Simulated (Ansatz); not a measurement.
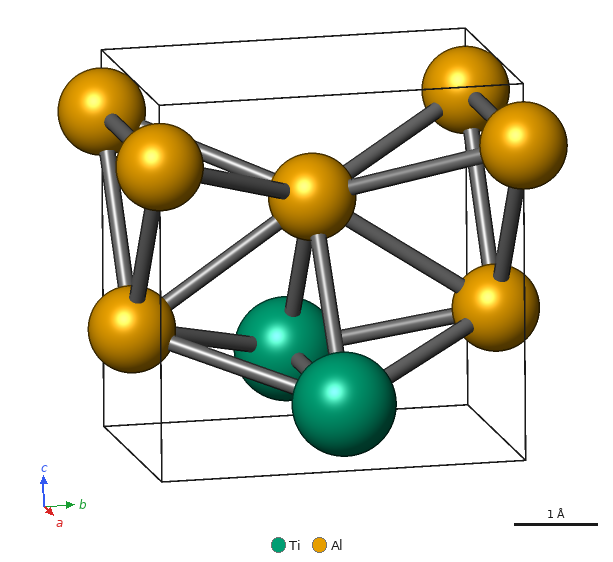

Drawn in the ball-and-stick manner and seen from a general direction. The wireframe shows the conventional unit cell. Cell: a = 2.893 Å, b = 4.528 Å, c = 4.656 Å, α = 90.00°, β = 91.55°, γ = 90.00°.

Describe the crystal.

- The structure is one of TiAl3.
- It belongs to space group Pm (No. 6) and has a primitive monoclinic lattice.
- One cell contains 1 Ti, 3 Al, 4 atoms in all.
- With all contacts inside bonding distance counted, the coordination numbers are Ti 12 and Al 12.

Origin of the cell: a structure listed in the Materials Project. The cell was then strained or its atoms displaced on purpose. It was run through Ansatz as a DFT input.

At this level of theory the cell isn't at rest (compressed, at 8 GPa and forces up to 1.4 eV/Å), so its distances can differ from those at equilibrium, the more so the softer the solid.
